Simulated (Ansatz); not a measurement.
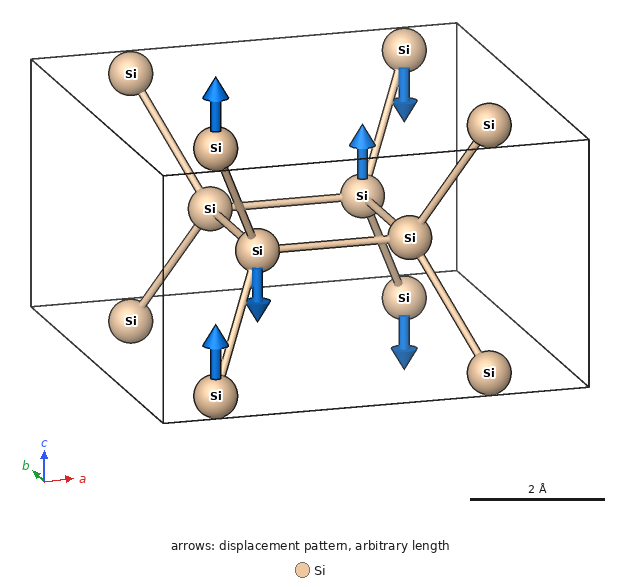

One vibrational mode of crystalline Si at the zone centre. Displacements are drawn as blue arrows; their common scale and sign are arbitrary. A ball-and-stick model of the conventional cell (2 times the calculation's cell), seen from a free direction. Lengths and directions refer to the drawn axes.

Level of theory: Ansatz 0.2.0, DFT r2SCAN, scalar-relativistic, plane waves, PAW.

The input:
```yaml
crystal:
  lattice:
    - [-3.3273296539, 3.3273296539, 1.9218805228]
    - [3.3273296539, -3.3273296539, 1.9218805228]
    - [3.3273296539, 3.3273296539, -1.9218805228]
  atoms:
    - { symbol: Si, position: [0.1787531995, 0.1787531995, 0.3575063991] }
    - { symbol: Si, position: [0.8212468005, 0.8212468005, 0.642493601] }
    - { symbol: Si, position: [0.1787531995, 0.8212468005, 0.0] }
    - { symbol: Si, position: [0.8212468005, 0.1787531995, 0.0] }
basis:
  ecutwfc: 500
kpoints:
  mp_grid: { grid: [10, 10, 10] }
hamiltonian:
  xc: r2scan
scf:
  occupations: { method: gaussian, width: 0.05 }
output:
  eigenvalues: true
phonons:
  method: fd
  supercell: [1, 1, 1]
  amplitude: 0.02
  eigenvectors: true
  dielectric: false
```

Run as
```bash
ansatz run input.yaml --threads 2 --pin off --max-ram 5120MiB --backend cpu --events-out ev --progress --plain --runs-dir out
```

Frequencies are those without the non-analytic (LO–TO) term.

### Describe the mode and give its frequency.

This is the E_g mode (doubly degenerate; one member of the set is drawn) at 61.9 meV, optical level 6 of 7, counted from below, Raman-active by symmetry. All motion is along c; atoms of one kind move against one another, with no net shift of their sublattice; it stretches the shortest Si–Si bonds (2.34 Å).
